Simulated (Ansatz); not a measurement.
# Single-point calculation of TaN (part 3 of 3)

Continued. System: TaN (F-43m, 2 atoms in the cell). Method: DFT r2SCAN+U+J, scalar-relativistic, plane waves, PAW, U = 4 eV, J = 0.9 eV on Ta atom 1 d, spin-polarised (Ansatz 0.2.0); cutoff 500 eV, 7×7×7 k-mesh, Gaussian smearing of 0.05 eV, collinear spins. The structure was built on a prototype by a generator; it need not be a known phase. It belongs to a series of runs on one base structure; here: natural orbitals of the symmetric run, filled by rank.

Geometry of the input (Å; fractional positions):
```
0.0000  2.4911  2.4911
2.4911  0.0000  2.4911
2.4911  2.4911  0.0000
Ta 0.0000  0.0000  0.0000
N  0.2500  0.2500  0.2500
```

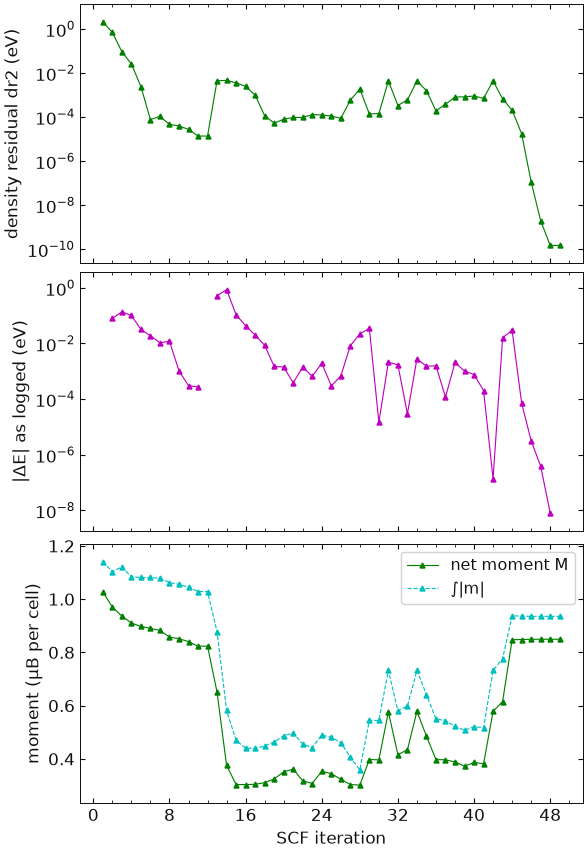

Convergence of the self-consistent field: density residual dr2, size of the energy change and magnetic moment against the SCF iteration. The residual falls unevenly and jumps up by a factor of two or more 8 times on the way down. The net moment goes from 1.0 to 0.8 μB per cell, with excursions between 0.3 and 1.0 on the way.

```
SCF converged after 49 iterations
Magnetization: 0.8490 μB (9.4245 up, 8.5755 down)
Absolute magnetization: 0.9369 μB (∫|ρ↑−ρ↓|, with the PAW one-centre terms)
Spin contamination: 0.0757 ħ² per cell (⟨S²⟩ above its minimum at these occupations)
Per-site moments (μB) at R_I (Å): [(0.435096903276353, 0.8899249380859772), (-0.010912453668658144, 0.8899249380859772)]
Free energy (F): -10326.966859 eV
Harris-Foulkes:  -10326.966859 eV  (|F-HF|=4.73e-11)
Internal energy: -10326.965332 eV  (E = F + TS)
E sigma→0 (E₀):  -10326.966095 eV
Entropy (-TS):   -0.001528 eV (-0.764 meV/atom)
Fermi energy:    13.789099 eV
--- Per-component energies (eV) ---
  E_band       = -184.464214
  E_kinetic    = 492.934064
  E_local      = -953.197788  (includes V_loc(G=0)·N_el)
  E_nonlocal   = 58.374451
  E_hartree    = 321.869348
  E_xc         = -262.002545
  E_vxc        = -303.622564  (∫ρ·V_xc dr)
  E_hubbard    = 2.751195  (on-site DFT+U / exact-exchange correction)
  E_vhub       = 0.082136  (the Hubbard potential's part of the band-sum identity)
  E_paw        = -8550.907042  (= ΣΔE_a)
  E_vpaw       = -138.745939  (= ΣTr[D̂ρ^β])
  E_aug_tail   = 0.000106  (compensation charges beyond the density's cutoff)
  E_vtau       = 15.972287  (kinetic-family band-sum trace: ∫τ·v_τ [+ j·A + Jᵃ·Aᵃ] dr)
  E_ewald      = -1436.001276
  E_core_change = -0.785845  (= ΣΔE_core)
  E_smearing   = -0.001528  (= −TS)
  E_closure    = 0.000000  (closes the sum)
  Σ components = -10326.966859   (vs F -10326.966859, Δ=0.00e0)
--- DFT+U+J on-site energies (Liechtenstein; fll double counting; per corrected site; eV) ---
  site 0 (l=d): U=4.0000  J=0.9000  Tr N=3.4969  E_int=18.863735  E_dc=16.112540  E_U=2.751195
--- Specified on-site occupations, and those of the state reported ---
  electrons in the specified blocks: 2.1000 specified, 3.4969 found
  site 0 (l=d) ↑: largest change of an orbital's occupation 0.8684; electrons 2.0000 specified, 2.1868 found; spectral distance 0.7580
  site 0 (l=d) ↓: largest change of an orbital's occupation 0.3417; electrons 0.1000 specified, 1.3101 found; spectral distance 0.6007
--- Forces (eV/Å), atoms counted from 1 ---
  atom   1  Ta     0.00000000     0.00000000    -0.00000000
  atom   2  N     -0.00000000     0.00000000     0.00000000
  max |Σ_I F_I| component: 2.78e-17 eV/Å
--- Stress (GPa, compression-positive) ---
      -18.543356       0.000000       0.000000
        0.000000     -17.987400      -0.000000
        0.000000      -0.000000     -18.543356
  P = ⅓ Tr σ = -18.3580 GPa (-183.580 kbar)
--- Band table (eV; the first three rows and the last of 80) ---
  k-point 0 ↑: bands = ["-57.5221", "-23.4164", "-23.3041", "-23.3041", "-3.4921", "7.6211", "7.6211", "8.2974", "12.0967", "12.5678", "15.0892", "19.0843", "19.0843", "19.9884"]
  k-point 1 ↑: bands = ["-57.5199", "-23.4408", "-23.3347", "-23.3111", "-3.2990", "7.3623", "7.7275", "8.2868", "12.0225", "13.5760", "14.9202", "18.7039", "19.1447", "19.9927"]
  k-point 2 ↑: bands = ["-57.5135", "-23.5210", "-23.3767", "-23.3268", "-2.8744", "7.0868", "7.8684", "8.4555", "12.2197", "14.8430", "15.1539", "17.8484", "18.6718", "19.5668"]
  k-point 39 ↓: bands = ["-57.1371", "-23.4491", "-22.6674", "-22.6404", "-2.2240", "7.1239", "9.3158", "9.4405", "12.1105", "15.2830", "16.8825", "17.6880", "19.2423", "23.0039"]
Occupation matrices written to [file]
--- Löwdin populations: 2 sites ---
  site symbol       q [e]    m [muB]
     0     Ta     12.0092     0.8942
     1      N      5.8575    -0.0419
  spilling = 0.007408 (of n_electrons = 18.000000)
--- Occupation matrices: 1 shell (run DFT+U table (all-electron-ortho-atomic); ε = 9.02e-4) ---
  Ta0 d_5D: site group Td (-43m)
  Ta0 d_5D up     Tr n = 2.1868  λ = 0.156 0.312 0.415 0.415 0.888  [x2-y2 0.75 (E 1.00) E(1.00) | xz 1.00 (T2 1.00) T2(1.00) | 2× yz 0.50 (T2 1.00) T2(1.00) | z2 0.75 (E 1.00) E(1.00)]
  Ta0 d_5D dn     Tr n = 1.3101  λ = 0.090 0.153 0.344 0.362 0.362  [z2 0.75 (E 1.00) E(1.00) | x2-y2 0.75 (E 1.00) E(1.00) | xz 1.00 (T2 1.00) T2(1.00) | 2× yz 0.50 (T2 1.00) T2(1.00)]
  specified occupation → Ta0 d_5D up: matrix, ‖Δ‖_F = 1.2142, Tr Δ = -0.1868, displaced = 1.2035, d_λ = 0.7580; orbital distance = 1.2247
  specified occupation → Ta0 d_5D dn: matrix, ‖Δ‖_F = 0.6007, Tr Δ = -1.2101, displaced = 0.6051, d_λ = 0.6007; orbital distance = 0.0000
  Tr n, λ and their labels are of the run-group-symmetrised matrices; stabiliser: 8 of 48 elements of G0×{1,Θ} (closed), max defect 1.2e-15 at τ = 1.9e-4
```

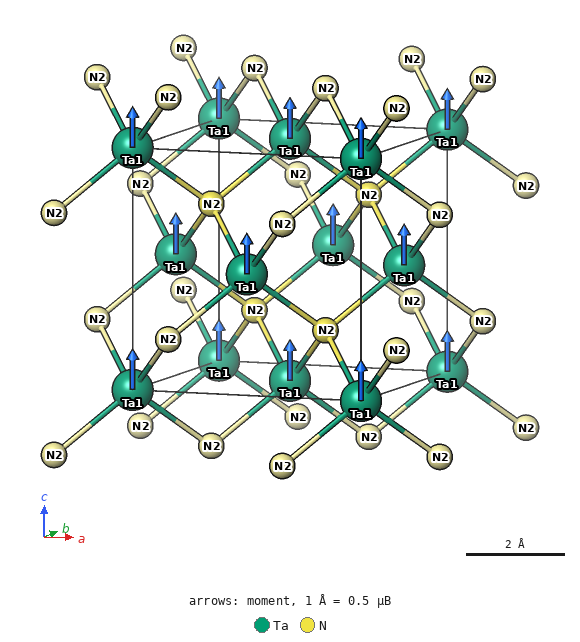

Magnetic moments of the sites as blue arrows (ball-and-stick view of the cell 4 times as large as that of the calculation, set on its symmetry axes, seen slightly off an axis; neighbours outside the cell are drawn fainter; atoms are numbered from 1 in the order of the input); small moments hardly show. The run is collinear, so the axis drawn is arbitrary. Site moments: Ta1 (0.44 μB). They are counted near the atoms and needn't add up to the moment of the cell.

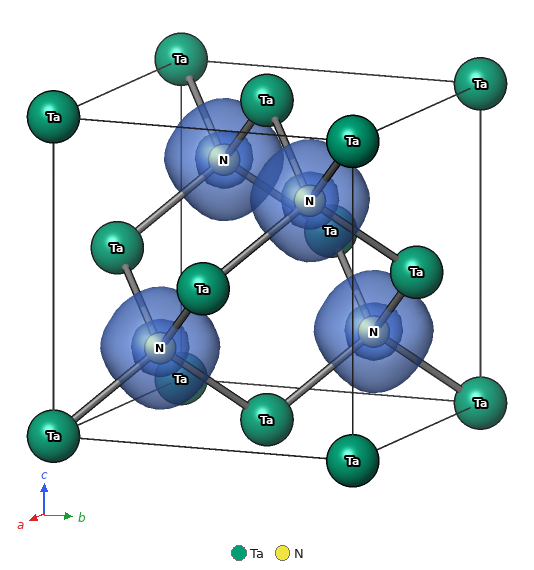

Isosurface of the electron localisation function at 0.7 (blue), seen slightly off an axis. Core shells and regions of very low density are left out. Sticks mark near contacts. The outline is the cell set on symmetry axes. Values along the shortest contacts: Ta–N (2.16 Å): the ELF is about 0.25 at the midpoint; no shared pair; the contact is polar. Core electrons are frozen (PAW), so the fields are smoothed inside the atomic spheres.

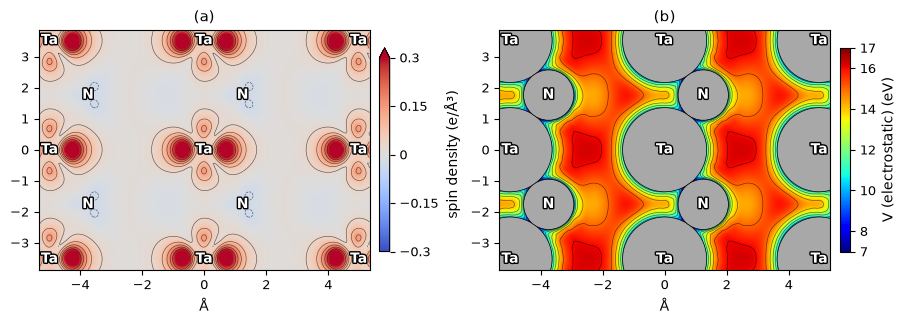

(a) spin density; (b) electrostatic potential (local pseudopotential plus Hartree) felt by an electron on the (011) plane of the conventional cell. Grey discs, where drawn, cover atomic cores. The cell of the calculation (2 atoms) carries 0.8 μB net. Outside the cores the potential energy rises away from the atoms and is highest about 2.2 Å from the nearest atoms; outside the discs it spans about 9 eV, and its zero is arbitrary.
